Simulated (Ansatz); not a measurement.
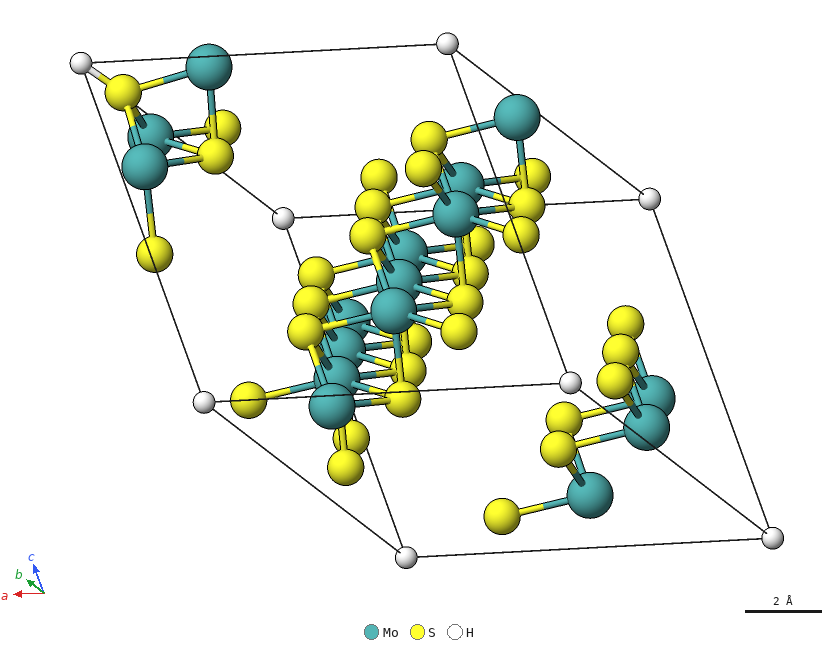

Structure drawing (ball-and-stick), viewed from a general direction. The edges of the simulation cell are marked. Cell: a = 9.965 Å, b = 9.965 Å, c = 9.965 Å, α = 70.38°, β = 70.38°, γ = 70.38°.

What can be read from this drawing?

Formula: Mo13HS26. Symmetry: P1 (translations only). Atoms per cell: 40 (13 Mo, 1 H, 26 S). The coordination shell of Mo holds six S in a trigonal prismatic arrangement at about 2.4 Å. Around each H lies one S at about 1.4 Å. Not all metal-metal contacts are counted. The bonds build Mo13HS26 layers parallel to (111).

Provenance: a structure listed in the Materials Project, repeated into a supercell with a point defect put in. The atoms were relaxed in a fixed cell with DFT PBE, scalar-relativistic, plane waves, PAW (Ansatz).
